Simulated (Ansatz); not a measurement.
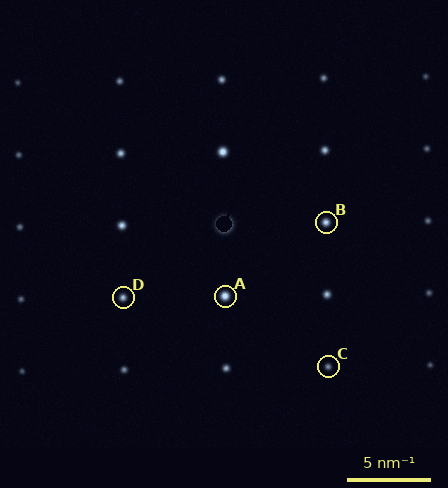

Kinematic zone-axis pattern, calculated for 200 keV electrons with B = 0.8 Å². The zone axis points towards the electron source and the pattern is seen from the source side.

Co, space group Pm-3m (No. 221), a = 2.300 Å. Structure: coordinates from a relaxation with Ansatz, DFT, revPBE, plane waves (420 eV) with PAW, scalar-relativistic; the starting structure was generated, so it need not be a known form of this composition.

Spot A is indexed 0 0 -1 and spot B -1 1 0.

> Index the other marked spots.

C = 2A + B = -1 1 -2 (d = 0.939 Å). D = A − B = 1 -1 -1 (d = 1.328 Å).

> Find the zone axis.

The cross product of A and B is parallel to [110]; every spot obeys hu + kv + lw = 0.

> What are the spacings of A and B and the angle between them?

d(A) = 2.300 Å, d(B) = 1.626 Å, and the angle is 90.0°.
